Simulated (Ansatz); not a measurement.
# MoS$_{2}$: geometry relaxation (part 1 of 2)

System: MoS$_{2}$ (slab, 6 atoms in the cell).
Method: DFT PBE+D3(BJ), scalar-relativistic, plane waves, PAW, no spin polarisation (Ansatz 0.2.0).

The structure derives from an entry of the Crystallography Open Database.

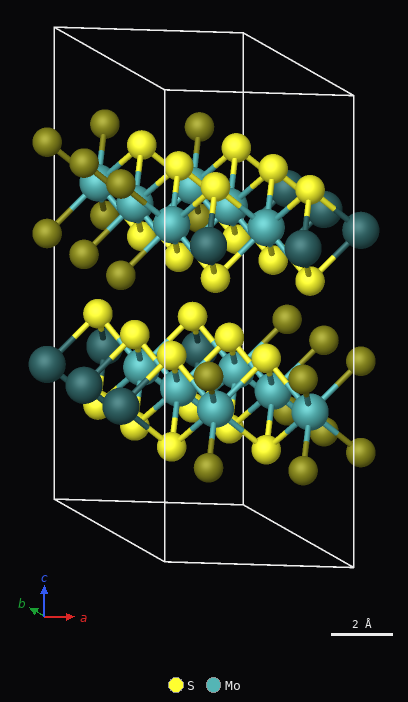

Fig. 1: The structure as given in the input (ball-and-stick view of the 2 × 3 repeat of the cell, with the vacuum cut short, seen slightly off an axis; neighbours outside the cell are drawn fainter).

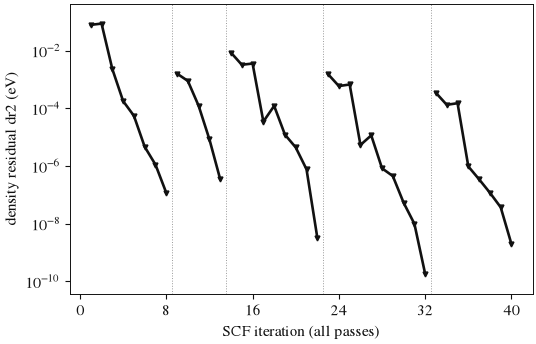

Fig. 2: Convergence of the self-consistent field: density residual dr2 against the SCF iteration. The dotted lines part the SCF passes of the relaxation: geometry steps, rejected trials and re-solves on a re-selected basis. The 5 passes take 5 to 10 iterations each, 40 in all.

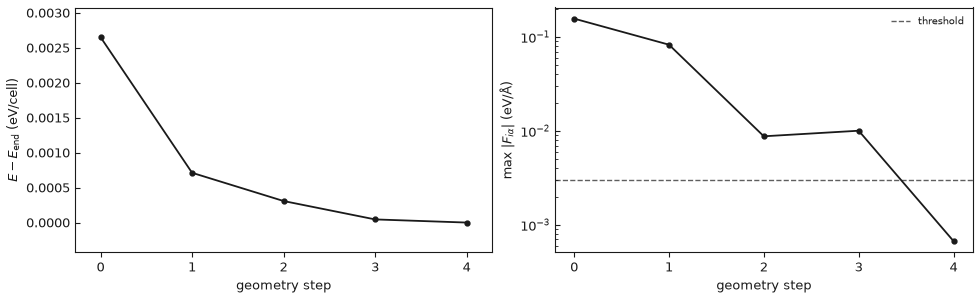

Fig. 3: Progress of the relaxation, step by step (the first geometry is step 0 here and step 1 in the log).

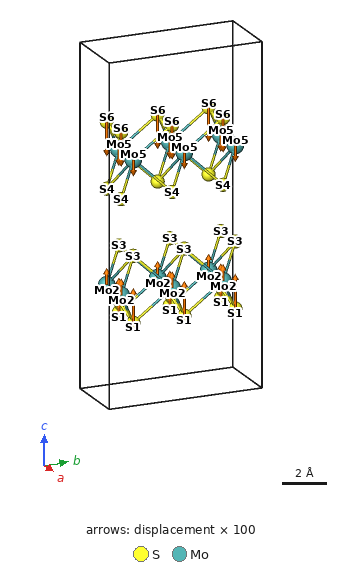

Fig. 4: The starting structure with the displacements as orange arrows, magnified 100 times (ball-and-stick view of the 2 × 3 repeat of the cell, with the vacuum cut short, seen slightly off an axis). The largest moves, 0.016 Å, are those of S1 and S6. Largest moves by element: S 0.016 Å, Mo 0.008 Å. The cell stays as it was. Among the contacts that change: Mo2–S3 2.412 → 2.406 Å. The energy falls by 2.7 meV per cell of the calculation in 4 geometry steps. Largest force component: 0.16 eV/Å at the start, 0.00067 eV/Å at the end. (Atoms are counted from 1 in the order of the input.)

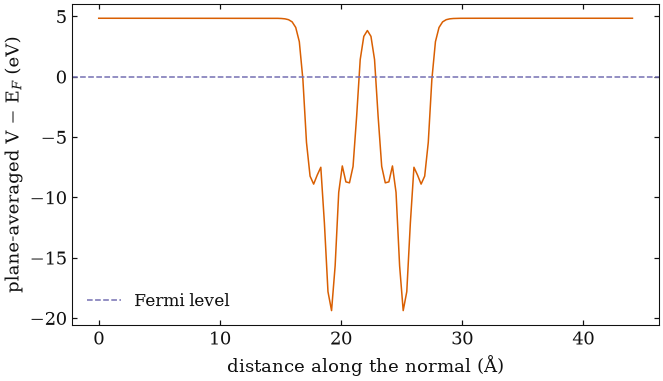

Fig. 5: Plane average of the electrostatic potential energy of an electron across the cell, from the Fermi level. The vacuum level lies 4.83 eV above the Fermi level.

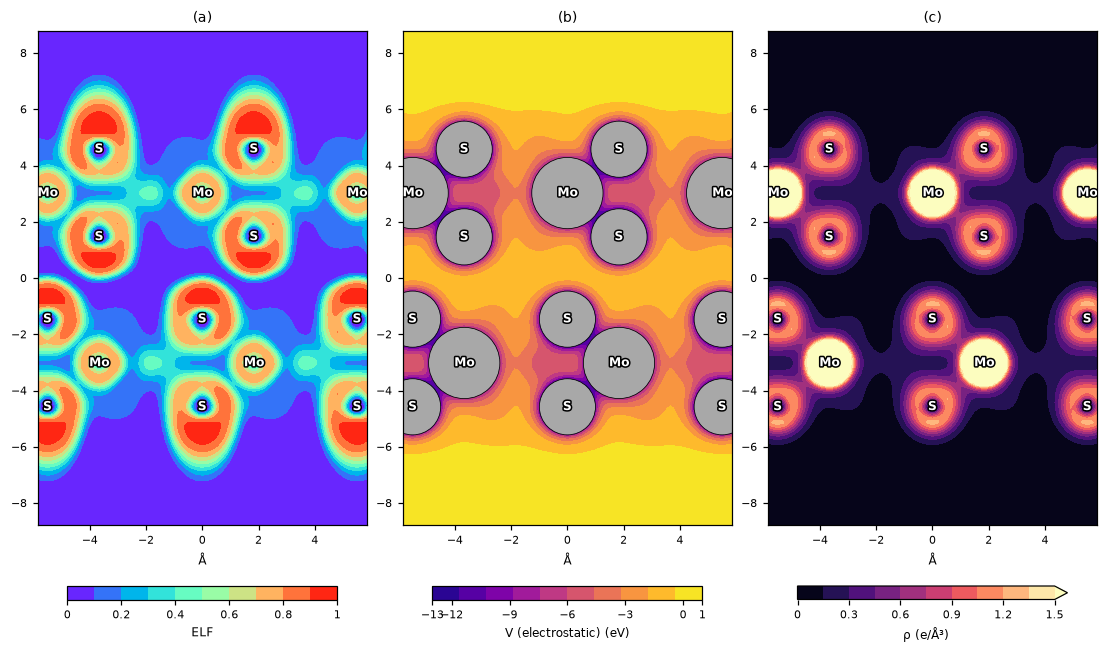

Fig. 6: (a) electron localisation function; (b) electrostatic potential (local pseudopotential plus Hartree) felt by an electron; (c) valence electron density on the (110) plane of the calculation cell, a cut from vacuum to vacuum. Grey discs, where drawn, cover atomic cores. The plane passes through S and Mo nuclei. Mo–S (2.41 Å): ρ at the midpoint is about 0.61 e/Å³; the ELF is about 0.45 at the midpoint. The density dies away to nearly zero in the vacuum. The strong features right at Mo lie inside the PAW spheres (semicore, d or f shells) and say nothing about bonding. In a PAW calculation such maps are meaningful between the atoms, not at the nuclei.

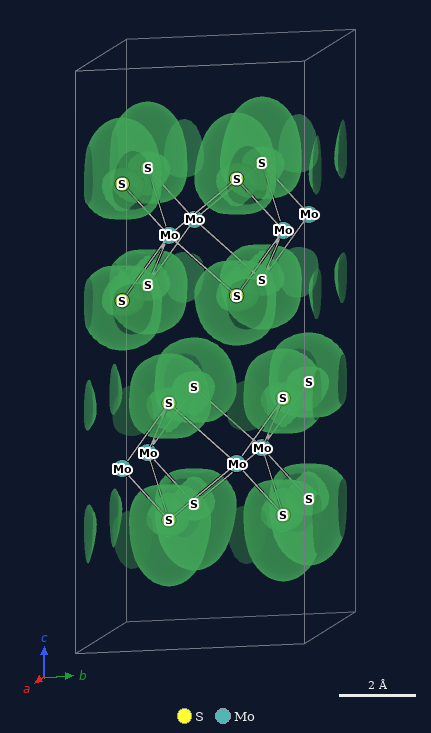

Fig. 7: Isosurface of the ELF at 0.7 (green), seen slightly off an axis. Only the valence region is drawn (cores and ρ < 0.01 e/Å³ removed). Sticks mark near contacts. Counts are for one cell; the picture repeats the cell along the surface. Along the contacts the grid gives the following. Mo–S (2.41 Å): the ELF is about 0.45 at the midpoint.

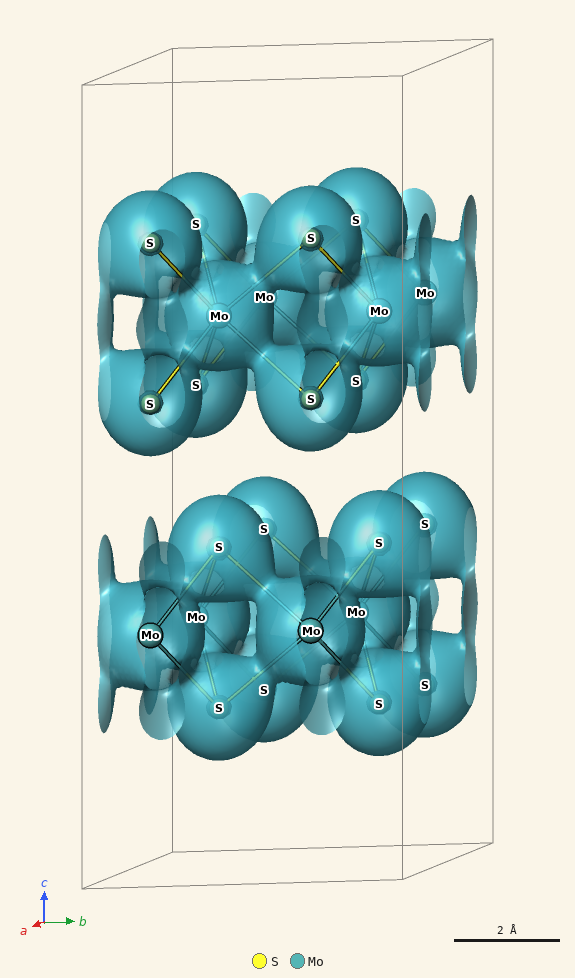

Fig. 8: Isosurface of the valence charge density (pseudo) at 0.5 e/Å³ (cyan), seen slightly off an axis. Sticks mark near contacts. At this value the density is joined into sheets; it holds about 70 % of the electrons treated as valence (semicore included). On the grid the lowest density along these lines, outside the cores, is 0.61 e/Å³ (Mo–S, 2.41 Å).

These pictures come from the run below.

## Input
```yaml
crystal:
  lattice:
    - [3.1769754531, 0.0, 0.0]
    - [-1.5884877266, 2.7513414495, 0.0]
    - [0.0, 0.0, 44.3528702949]
  atoms:
    - { symbol: S, position: [0.3333333333, 0.6666666667, 0.3963816494] }
    - { symbol: Mo, position: [0.6666666667, 0.3333333333, 0.4317245002] }
    - { symbol: S, position: [0.3333333333, 0.6666666667, 0.4670319309] }
    - { symbol: S, position: [0.6666666667, 0.3333333333, 0.5329680691] }
    - { symbol: Mo, position: [0.3333333333, 0.6666666667, 0.5682754998] }
    - { symbol: S, position: [0.6666666667, 0.3333333333, 0.6036183506] }
  periodic: [true, true, false]
basis:
  ecutwfc: 420
kpoints:
  mp_grid: { grid: [12, 12, 1] }
hamiltonian:
  xc: pbe
  dispersion: d3bj
scf:
  occupations: { method: gaussian, width: 0.02 }
output:
  forces: true
  stress: true
  eigenvalues: true
  write_density: true
  write_potential: true
  elf: true
  volumetric_format: npy
relax:
  adjacent_minimum: "off"
  f_tol: 0.003
  max_steps: 40
```

Run as:
```bash
ansatz run input.yaml --threads 2 --pin off --max-ram 5120MiB --backend cpu --events-out ev --progress --plain --runs-dir out
```

## Output
```
Warning: output.stress: scf.convergence.dr2_threshold = 9e-9 eV (the default of a walk held to its f_tol) is looser than the 6e-10 eV advised for a printed stress (1e-10 eV for each atom of the cell: 6). What an SCF threshold leaves in a stress goes as its square root, and in the free energy as the threshold itself, and one threshold admits the most on a small cell: of the crystals measured, under no hybrid functional and no lock of the moments, on runs that ended without the residual-converged pass, on stresses that held no estimate of that error, the worst erred by over 100 MPa in a component at 1e-7 eV an atom and by under 5 at 1e-10. Every solve of this run answers to scf.convergence.dr2_threshold, and the tensor of one is reported: a single SCF on the reported geometry and on this run's grids (its basis.xc_grid and basis.ecutrho_ratio typed), with scf.convergence.dr2_threshold at 6e-10 eV or tighter, prints it and tightens no other solve. Else set scf.convergence.dr2_threshold to 6e-10 eV or tighter. The threshold is an SCF's pass mark: one that does not reach it within its budget of iterations ends unconverged, or closes short of it on a stop that the run arms, and scf.convergence.dr2_threshold's page says what that costs each kind of run
Engine: ansatz 0.2.0, aarch64-unknown-linux-gnu
Pseudopotentials: kind: paw
Pseudopotential: S, paw, valence charge 6, recommended cutoff 420 eV (normal), S.paw.azcp
Pseudopotential: Mo, paw, valence charge 14, recommended cutoff 420 eV (normal), Mo.paw.azcp
Functional definition: PBE
  parameter kappa = 0.804
  parameter beta = 0.06672455060314922
  exchange = pbe_x(kappa = kappa, mu = beta*pi^2/3)
  correlation = pbe_c(beta = beta)
Crystal: 6 atoms, lattice volume = 387.686 Å³
Basis set: ecut = 420 eV, 7577 PW (Γ), exchange–correlation on 48×48×600 points (8 copies of the dense FFT grid, shifted against one another)
Bands: 32, of which v1, the nominal top of the filled ones, is band 26 counted from 1 (25 counted from 0)
Symmetry: 12 space group operations
Space group: P-3m1 (ITA 164), of the structure as read, at distance tolerance 7.3e-5 Å
k-points: 19 of 144
Non-local potential: S, projectors of the file, l = 0: 2, l = 1: 2, l = 2: 2
Non-local potential: Mo, projectors of the file, l = 0: 3, l = 1: 2, l = 2: 2, l = 3: 1
PAW form: soft (Blöchl's): semilocal exchange-correlation on the pseudo side does not see the compensation charge
PAW one-centre angular grid: S, 110 points (default); XC on 64 Gauss nodes
PAW one-centre angular grid: Mo, 590 points (default); XC on 64 Gauss nodes
Initial density: superposition of atomic densities (neutral atoms: chi_scale 0, normalization atom), corrected by the library's trained network
Initial wavefunctions: pseudopotential atomic-orbital guess
Functional: x = pbe(κ = 0.804, μ = 0.2195149727645171), c = pbe(β = 0.06672455060314922)
SCF iter   1: F=—  HF=-13527.775710 eV  |F-HF|=—  |Δ(HF+E_count)|=         —  Δρ=3.03e-3  dr2=7.81e-2  ethr=1.77e-3  ⟨swp⟩=15.6  Hψ=4921  notcnv=0
preconditioner: auto → Resta (q_TF=auto, 1.952 Å⁻¹)  ε∞=3.2  [insulator: Δε(μ)=1.137 eV  Ē_g=7.697 eV  σ=0.020 eV  W_gap=1.00  n_scr=26 (ndim 8)  ℏωp=11.3 eV  f_vac=0.710  D(μ)=0.00/eV (n_scr^D=0)  ε∞_Penn≈3.2  vacuum switching on, ρ_ref=4.3e-3 e/Å³]
SCF iter   2: F=—  HF=-13527.787591 eV  |F-HF|=—  |Δ(HF+E_count)|=   1.19e-2  Δρ=2.20e-3  dr2=8.64e-2  ethr=1.50e-4  ⟨swp⟩=4.3  Hψ=1372  notcnv=0  defer=26
SCF iter   3: F=—  HF=-13527.782517 eV  |F-HF|=—  |Δ(HF+E_count)|=   5.07e-3  Δρ=1.19e-3  dr2=2.29e-3  ethr=1.50e-4  ⟨swp⟩=2.7  Hψ=909  notcnv=0  defer=27
SCF iter   4: F=—  HF=-13527.785532 eV  |F-HF|=—  |Δ(HF+E_count)|=   3.01e-3  Δρ=1.78e-4  dr2=1.78e-4  ethr=4.40e-6  ⟨swp⟩=4.1  Hψ=1664  notcnv=0  defer=26
SCF iter   5: F=—  HF=-13527.785371 eV  |F-HF|=—  |Δ(HF+E_count)|=   1.60e-4  Δρ=8.27e-5  dr2=5.49e-5  ethr=3.42e-7  ⟨swp⟩=3.2  Hψ=1299  notcnv=0  defer=26
SCF iter   6: F=—  HF=-13527.785365 eV  |F-HF|=—  |Δ(HF+E_count)|=   6.03e-6  Δρ=3.56e-5  dr2=4.62e-6  ethr=1.06e-7  ⟨swp⟩=3.1  Hψ=1065  notcnv=0  defer=26
SCF iter   7: F=—  HF=-13527.785368 eV  |F-HF|=—  |Δ(HF+E_count)|=   3.07e-6  Δρ=1.32e-5  dr2=1.11e-6  ethr=8.89e-9  ⟨swp⟩=3.1  Hψ=1316  notcnv=0  defer=26
SCF iter   8: F=-13527.785368 eV  HF=-13527.785368 eV  |F-HF|=7.52e-8  |Δ(HF+E_count)|=   8.85e-8  Δρ=4.27e-6  dr2=1.17e-7  ethr=4.33e-10  ⟨swp⟩=22.4  Hψ=7772  notcnv=0
SCF 1 converged in 8 iterations: F = -13527.785368 eV  dr2 = 1.17e-7
  greatest PAW one-centre occupation: 0.998 electrons in one spin orbital (limit 2), on the Mo atom at site 4 (counted from 0), in its partial waves of l = 0
relax step   1: F+E_penalty+E_count = -13527.78536833 eV  Δ(F+E_penalty+E_count) = +0.000e0 eV  max|allowed force component| = 1.572e-1 eV/Å  Δτ_max = 0.0000 Å  (8 SCF iters, dr2 threshold 2.25e-7 eV, accepted)
Initial density: handed on by an earlier stage of this run
Initial wavefunctions: those handed on with the density
iter 1 solved again at ethr=2.98e-6 eV; its pass at ethr=3.10e-3 eV (dr2=1.55e-3 eV) is discarded
SCF iter   1: F=—  HF=-13527.787753 eV  |F-HF|=—  |Δ(HF+E_count)|=         —  Δρ=5.48e-4  dr2=1.59e-3  ethr=2.98e-6  ⟨swp⟩=3.0  Hψ=2353  notcnv=0  defer=27
preconditioner: auto → Resta (q_TF=auto, 1.952 Å⁻¹)  ε∞=3.1  [insulator: Δε(μ)=1.096 eV  Ē_g=7.738 eV  σ=0.020 eV  W_gap=1.00  n_scr=26 (ndim 8)  ℏωp=11.3 eV  f_vac=0.710  D(μ)=0.00/eV (n_scr^D=0)  ε∞_Penn≈3.1  vacuum switching on, ρ_ref=4.3e-3 e/Å³]
SCF iter   2: F=—  HF=-13527.787605 eV  |F-HF|=—  |Δ(HF+E_count)|=   1.48e-4  Δρ=3.44e-4  dr2=8.88e-4  ethr=2.98e-6  ⟨swp⟩=2.7  Hψ=1041  notcnv=0  defer=27
SCF iter   3: F=—  HF=-13527.787326 eV  |F-HF|=—  |Δ(HF+E_count)|=   2.79e-4  Δρ=1.82e-4  dr2=1.22e-4  ethr=1.71e-6  ⟨swp⟩=2.5  Hψ=907  notcnv=0  defer=27
SCF iter   4: F=—  HF=-13527.787309 eV  |F-HF|=—  |Δ(HF+E_count)|=   1.73e-5  Δρ=4.87e-5  dr2=8.37e-6  ethr=2.35e-7  ⟨swp⟩=3.4  Hψ=1219  notcnv=0  defer=27
SCF iter   5: F=-13527.787308 eV  HF=-13527.787308 eV  |F-HF|=4.56e-8  |Δ(HF+E_count)|=   6.12e-7  Δρ=1.05e-5  dr2=3.46e-7  ethr=2.97e-9  ⟨swp⟩=24.9  Hψ=7990  notcnv=0
SCF 2 converged in 5 iterations: F = -13527.787308 eV  dr2 = 3.46e-7
  Residual-converged pass: ⟨swp⟩=1.0  Hψ=684  notcnv=0  max |occ|·‖R‖ = 7.0e-9 eV (tolerance 1.0e-8 eV)  dr2=3.46e-7  dr2_onsite=7.02e-9  max |Δocc| = 0.0e0
relax step   2: F+E_penalty+E_count = -13527.78730836 eV  Δ(F+E_penalty+E_count) = -1.940e-3 eV  max|allowed force component| = 8.297e-2 eV/Å  Δτ_max = 0.0138 Å  (5 SCF iters, dr2 threshold 1.55e-6 eV, accepted)
```
